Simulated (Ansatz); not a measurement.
Run report: Si13O24, geometry relaxation (part 3 of 3)

The same run, continued: Si13O24 (defect cell, 37 atoms in the cell); DFT PBE, scalar-relativistic, plane waves, PAW, PAW set soft_1, no spin polarisation (Ansatz 0.2.0); cutoff 420 eV, 2×2×1 k-mesh, Fermi–Dirac smearing of 0.05 eV. The structure derives from an entry of the Crystallography Open Database. It belongs to a series of runs on one base structure; here: end point B relaxed.

## Output, continued
```
  k-point 3: bands = ["-15.9487", "-15.8750", "-15.8407", "-15.8106", "-15.6073", "-15.3630", "-15.2548", "-15.1827", "-14.8436", "-14.7146", "-14.5929", "-14.3865", "-14.3558", "-14.2851", "-14.2670", "-14.2259", "-14.2093", "-14.1698", "-14.1419", "-14.0886", "-14.0503", "-14.0001", "-13.9091", "-13.8094", "-5.9786", "-5.2201", "-5.0901", "-4.8760", "-4.2165", "-4.1205", "-3.9644", "-3.3307", "-3.1154", "-3.0562", "-3.0175", "-2.7493", "-2.5447", "-2.3725", "-2.3018", "-2.2721", "-2.1954", "-2.1529", "-1.9824", "-1.7798", "-1.6868", "-1.5454", "-1.3754", "-1.3206", "-0.5703", "-0.4074", "-0.2653", "-0.1516", "0.0287", "0.1241", "0.1659", "0.2059", "0.3202", "0.3566", "0.4110", "0.4635", "0.6637", "0.7670", "0.7994", "0.8271", "0.9102", "0.9708", "1.0305", "1.1873", "1.2287", "1.2356", "1.4097", "1.4626", "1.4995", "1.5985", "1.6270", "1.7380", "1.7717", "1.7883", "1.9003", "1.9649", "1.9835", "2.0065", "2.1585", "2.2534", "2.3183", "2.3838", "2.4181", "2.5008", "2.5200", "2.6074", "2.6601", "2.7834", "2.8161", "2.8922", "3.0130", "3.0966", "3.3623", "6.0197", "8.0418", "9.7075", "10.8095", "10.9730", "11.1942", "11.3886", "11.4500", "11.5804", "11.7739", "11.8906", "12.2113", "12.2210", "12.3267", "12.4040", "12.5386", "12.6547", "12.9164", "13.0344", "13.0689", "13.2073", "13.2984", "13.3291", "13.4712", "13.5726", "13.6705", "13.6898", "13.8516", "13.9522", "14.0125", "14.2097", "14.2878", "14.3301", "14.4943", "14.5823", "14.6804", "14.7963", "14.8714"]
--- Relaxed structure (18 steps of the walk, 17 accepted, 0 SCFs on fresh bases) ---
  F+E_penalty+E_count = -21919.29363595 eV   max|allowed force component| = 2.226e-2 eV/Å
  atoms:
    - { symbol: Si, position: [0.0824181864259762, 0.5652886837335069, 0.9522700757385161] }
    - { symbol: Si, position: [0.39461245312533816, 0.9758203800544021, 0.027031523471440888] }
    - { symbol: Si, position: [0.014453040424701913, -0.0006410691541645372, 0.27783832569465405] }
    - { symbol: O, position: [0.30660421461756054, 0.4748051971925115, 0.9713553972330091] }
    - { symbol: O, position: [0.18213948504904817, 0.07426407448853406, 0.1278588887416216] }
    - { symbol: O, position: [0.9233073257188582, 0.5027275292875064, 0.11457025782286534] }
    - { symbol: O, position: [0.6188395092914057, 0.2159172206610004, 0.10844304189384613] }
    - { symbol: O, position: [0.9236653108996355, 0.18795571181009363, 0.35449997386820414] }
    - { symbol: O, position: [0.5681914681844127, 0.8792884667276639, 0.1213648638878006] }
    - { symbol: Si, position: [0.12360619062951705, 0.5649358427871845, 0.44705348586340315] }
    - { symbol: Si, position: [0.3885533685626142, 0.9310549874964538, 0.5505786809273917] }
    - { symbol: Si, position: [-0.018716986891872435, -0.005623156946123873, 0.7641367676580212] }
    - { symbol: O, position: [0.3397163825937977, 0.45910965902458495, 0.48553530629619923] }
    - { symbol: O, position: [0.15286225731136877, 0.026980680556884698, 0.6076566085636552] }
    - { symbol: O, position: [0.9430709824312953, 0.5207643222032899, 0.5930069925849268] }
    - { symbol: O, position: [0.6341828324303805, 0.3134318921170659, 0.6167381300516512] }
    - { symbol: O, position: [0.9107853844708007, 0.19492623447607332, 0.8221628942685257] }
    - { symbol: O, position: [0.5050956344727748, 1.0054851470256079, 0.6265164709920132] }
    - { symbol: Si, position: [0.6309311263004713, -0.010953062224420773, 0.21416150961672328] }
    - { symbol: Si, position: [0.9113448815521314, 0.42981987713612907, 0.29365633336438385] }
    - { symbol: Si, position: [0.5215122175395215, 0.5118994948558101, 0.5163914680443962] }
    - { symbol: O, position: [0.854375130114681, 0.9190849212184294, 0.24189083573074183] }
    - { symbol: O, position: [0.7049104814009207, 0.5736858646346963, 0.37188342613837816] }
    - { symbol: O, position: [0.45869043256951253, 0.0004928025464621122, 0.36984377685379716] }
    - { symbol: O, position: [0.11974242968900828, 0.802893603505703, 0.3887680117570541] }
    - { symbol: O, position: [0.42724814503234226, 0.6886884033882377, 0.6021832960717739] }
    - { symbol: O, position: [0.10139529124832972, 0.4762416503922785, 0.3216343412723883] }
    - { symbol: Si, position: [0.5921197015976685, 0.09679202797633557, 0.712238545534023] }
    - { symbol: Si, position: [0.8886034664338514, 0.43522044110167685, 0.7733915941217966] }
    - { symbol: Si, position: [0.47443657579874843, 0.5724399504891051, -0.020015445643450286] }
    - { symbol: O, position: [0.8037017143377249, 0.9430642732408129, 0.7294527456674695] }
    - { symbol: O, position: [0.662918173454931, 0.5549009916582924, 0.8324139188511457] }
    - { symbol: O, position: [0.45464861989954775, 0.13966492322174723, 0.8718059352643106] }
    - { symbol: O, position: [0.04341682427118221, 0.8070341467687684, 0.8981283182395303] }
    - { symbol: O, position: [0.3636273398833485, 0.8069392237079495, -0.02857835440591089] }
    - { symbol: O, position: [0.048192228692444994, 0.4748098429090317, 0.8361332975640392] }
    - { symbol: Si, position: [0.5799127504360188, 0.3982324499308776, 0.19323418039966123] }
```

## Trajectory as extended XYZ (Å, eV, eV/Å), 3 of the 18 frames kept, from step=1 to step=18
```
37
Lattice="-2.4550 4.2522 5.4000 4.9100 0.0000 5.4000 4.9100 8.5044 0.0000" Properties=species:S:1:pos:R:3:forces:R:3 step=1 energy=-21910.73739
Si    7.2128    8.5044    3.6000    1.5019  -0.5830   0.7425
Si    3.7586    1.9943    7.2000    0.0323   0.6818   0.4790
Si    1.3036    2.2579    0.0000   -0.5781  -1.3423   0.2800
O     6.2676    9.5802    4.2588   -0.7575   1.7575   0.8754
O     0.2529    1.7136    1.1412    1.5812   0.0992  -0.7514
O     0.8445    4.8900    7.8588   -1.5125  -0.2254   3.6295
O     0.8445    3.6144    4.7412   -1.8192  -0.2066  -3.8743
O     0.2529    6.7907    6.0588    0.9275   1.0683   1.0321
O     3.8126    3.1764    8.3412   -0.7386  -1.4879  -0.7241
Si    4.7578    4.2522    3.6000    2.2662   0.0587   0.0121
Si    6.2136    6.2465    7.2000   -0.7576   1.7543   0.0601
Si    3.7586    6.5101    0.0000   -0.9487  -1.7343   0.0253
O     3.8126    5.3280    4.2588   -0.6839   1.7331   0.8384
O     2.7079    5.9658    1.1412    1.5817   0.1474  -0.8646
O     3.2995    9.1422    7.8588   -0.9761  -1.3730   0.8802
O     3.2995    7.8665    4.7412   -0.8916   1.1349  -0.6650
O     2.7079   11.0429    6.0588    1.6124  -0.0963   0.8451
O     6.2676    7.4286    8.3412   -0.6881  -1.4532  -0.9184
Si   -0.1522    4.2522    3.6000    1.2115   0.9259  -1.1744
Si    1.3036    6.2465    7.2000   -3.3989   4.1181  -0.4400
Si    3.7586    6.5101    5.4000    0.1167  -0.8438  -0.8729
O     3.8126    5.3280    9.6588   -0.6046   1.1068   0.7274
O     2.7079    5.9658    6.5412    4.7367   3.2056   1.3640
O     0.8445    4.8900    2.4588   -0.9883  -1.4767   1.0609
O     5.7545    3.6144    4.7412   -0.9902   1.2986  -0.9867
O     5.1629    6.7907    6.0588    1.4858  -0.1853   0.8203
O     3.8126    3.1764    2.9412   -0.7465  -1.6747  -0.9303
Si    2.3028    8.5044    3.6000    1.6595  -0.0199   0.0012
Si    3.7586   10.4986    7.2000   -0.7904   1.4927  -0.1176
Si    1.3036    2.2579    5.4000   -3.1723  -5.0849   0.9819
O     6.2676    9.5802    9.6588   -0.6590   1.4629   0.8770
O     5.1629   10.2180    6.5412    1.0388  -0.7280  -1.0304
O     3.2995    9.1422    2.4588   -0.8831  -1.1565   0.8081
O     8.2095    7.8665    4.7412   -0.9471   1.3557  -0.9489
O     2.7079    2.5386    6.0588    4.5277  -3.2951  -0.8086
O     6.2676    7.4286    2.9412   -0.5851  -1.2373  -0.8121
Si    1.8517    4.2929    6.1698   -0.1626   0.8042  -0.4200
37
Lattice="-2.4550 4.2522 5.4000 4.9100 0.0000 5.4000 4.9100 8.5044 0.0000" Properties=species:S:1:pos:R:3:forces:R:3 step=9 energy=-21918.65835
Si    7.1821    8.5469    3.6052    0.1869  -0.1674  -0.3836
Si    3.9908    1.8311    7.2333   -0.1337   0.2073   0.4281
Si    1.3585    2.4208    0.0534    0.3166  -0.1340   0.0233
O     6.2029    9.6622    4.2629    0.2778  -0.0979   0.2164
O     0.6511    1.8338    1.4173   -0.2134   0.0095  -0.1778
O     0.7588    4.9386    7.7878    0.0313   0.2189   0.3950
O     0.3031    3.6195    4.5732   -0.0441  -0.0921  -0.0298
O     0.3935    7.1254    5.9626    0.0422  -0.3046   0.1482
O     3.5542    3.2699    7.9869    0.0389  -0.4966  -0.2394
Si    4.5559    4.2829    3.6993   -0.4215  -0.0311   0.0553
Si    6.3091    6.2519    7.1438    0.0184  -0.1514   0.1620
Si    3.8110    6.4398   -0.0790    0.1193   0.2093   0.0655
O     3.5799    5.3351    4.5272    0.1952   0.3297  -0.0929
O     2.8893    5.9590    1.1800   -0.0709  -0.1096  -0.1472
O     2.9944    9.2627    7.9773    0.1823  -0.1598  -0.1313
O     3.2471    7.9547    4.9506   -0.0514  -0.0815   0.0389
O     2.8709   10.9048    5.8834   -0.0949  -0.0282   0.0399
O     6.4330    7.2884    8.3863    0.0338   0.1984  -0.1980
Si   -0.4679    4.3945    3.3685    0.2175   0.2971   0.1149
Si    1.3351    6.3700    7.1287   -0.3681   0.1772   0.0923
Si    3.8223    6.5943    5.5790   -0.1589  -0.2744  -0.1995
O     3.7400    5.5921    9.6276   -0.2255  -0.0824  -0.3627
O     2.9933    6.3988    6.9757    0.0370  -0.1328  -0.0543
O     0.6555    4.9237    2.3122   -0.0022   0.0197   0.1236
O     5.4938    3.7093    4.8892    0.1463   0.2169   0.0487
O     5.4027    6.7766    5.8907    0.0514   0.1904   0.1364
O     3.5861    3.1646    3.0271    0.2684   0.0771  -0.0121
Si    2.4140    8.4645    3.6675    0.0630  -0.0827  -0.2513
Si    3.7649   10.4281    7.1641    0.1717   0.1745   0.2758
Si    1.5390    2.0192    5.6846   -0.0996  -1.0426  -0.3976
O     6.2753    9.6061    9.5161   -0.1048  -0.0388   0.1177
O     5.2346    9.9021    6.6703    0.3646   0.2956  -0.1432
O     3.5793    9.0277    2.6903    0.1049   0.1526   0.3211
O     8.1679    7.8062    4.6696   -0.1420   0.1356  -0.0805
O     3.1346    1.5882    5.8890   -0.5902   0.6202   0.1955
O     6.3481    7.4255    2.7923   -0.3262  -0.0321   0.0321
Si    1.4074    4.2874    5.6758    0.1797   0.0105  -0.1292
37
Lattice="-2.4550 4.2522 5.4000 4.9100 0.0000 5.4000 4.9100 8.5044 0.0000" Properties=species:S:1:pos:R:3:forces:R:3 step=18 energy=-21919.29364
Si    7.2489    8.4489    3.4976   -0.0045  -0.0052   0.0059
Si    3.9552    1.9079    7.4003    0.0122  -0.0016   0.0142
Si    1.3256    2.4243    0.0746   -0.0094  -0.0034  -0.0035
O     6.3479    9.5645    4.2196    0.0038   0.0040   0.0021
O     0.5453    1.8619    1.3846   -0.0058  -0.0009   0.0012
O     0.7642    4.9004    7.7006    0.0018   0.0017  -0.0076
O     0.0734    3.5537    4.5077    0.0154  -0.0083   0.0176
O     0.3959    6.9424    6.0028    0.0089  -0.0032  -0.0021
O     3.5183    3.4482    7.8164   -0.0053   0.0034  -0.0072
Si    4.6654    4.3275    3.7181    0.0054   0.0067   0.0013
Si    6.3209    6.3345    7.1259   -0.0003  -0.0021  -0.0088
Si    3.7703    6.4189   -0.1314   -0.0013   0.0060   0.0030
O     3.8042    5.5737    4.3137   -0.0010   0.0045   0.0050
O     2.7408    5.8177    0.9712    0.0025   0.0005  -0.0008
O     3.1534    9.0533    7.9047   -0.0002  -0.0048  -0.0053
O     3.0102    7.9416    5.1171    0.0008  -0.0037   0.0037
O     2.7579   10.8648    5.9708    0.0017  -0.0004  -0.0003
O     6.7731    7.4759    8.1571   -0.0049  -0.0092  -0.0049
Si   -0.5512    4.5041    3.3479    0.0208  -0.0070   0.0093
Si    1.3149    6.3726    7.2423   -0.0054  -0.0015   0.0085
Si    3.7686    6.6091    5.5804    0.0137   0.0086  -0.0062
O     3.6029    5.6901    9.5767   -0.0098   0.0061  -0.0002
O     2.9122    6.1600    6.9044    0.0012   0.0086  -0.0048
O     0.6923    5.0957    2.4796    0.0012   0.0041  -0.0025
O     5.5571    3.8154    4.9822    0.0003  -0.0031  -0.0004
O     5.2893    6.9379    6.0261   -0.0032   0.0068   0.0030
O     3.6686    3.1664    3.1192   -0.0035  -0.0017   0.0015
Si    2.5187    8.5749    3.7201   -0.0043  -0.0020  -0.0039
Si    3.7528   10.3557    7.1486    0.0011   0.0025  -0.0028
Si    1.5477    1.8472    5.6531   -0.0223  -0.0130  -0.0069
O     6.2390    9.6210    9.4325    0.0020   0.0009   0.0028
O     5.1843    9.8980    6.5762   -0.0019  -0.0045   0.0000
O     3.8502    9.3474    3.2093    0.0013   0.0006  -0.0042
O     8.2658    7.8226    4.5924    0.0021  -0.0027   0.0033
O     2.9290    1.3032    6.3211   -0.0006   0.0062   0.0009
O     6.3184    7.3157    2.8242   -0.0018   0.0027   0.0007
Si    1.4804    4.1092    5.2820   -0.0108   0.0041  -0.0118
```

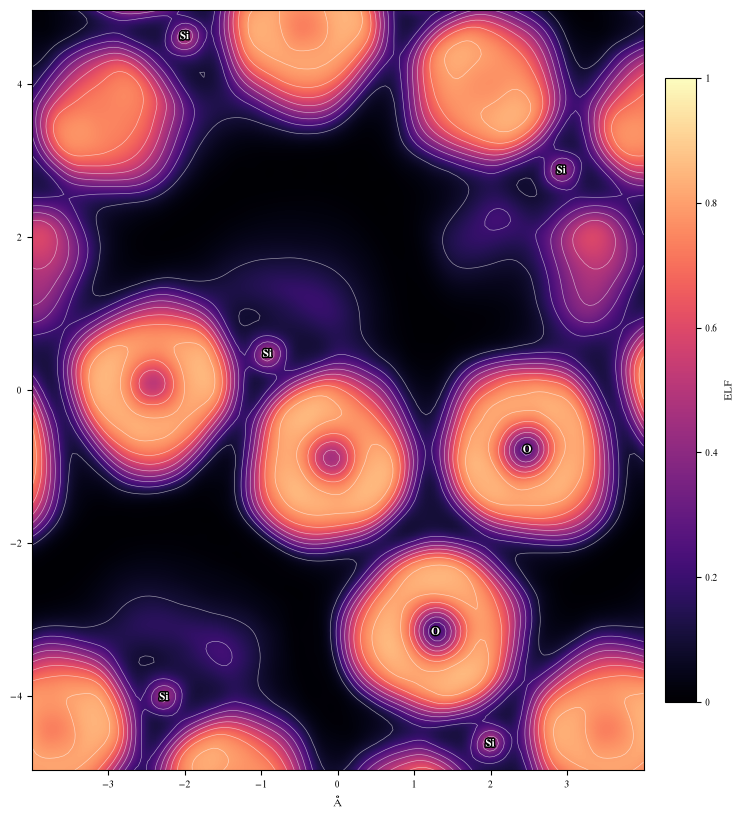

**Figure 1.** ELF on the (010) plane of the calculation cell. Atoms in the plane: Si and O. Si–O (1.63 Å): the ELF peaks at about 0.85 between the atoms (a polar covalent bond). In a PAW calculation such maps are meaningful between the atoms, not at the nuclei.
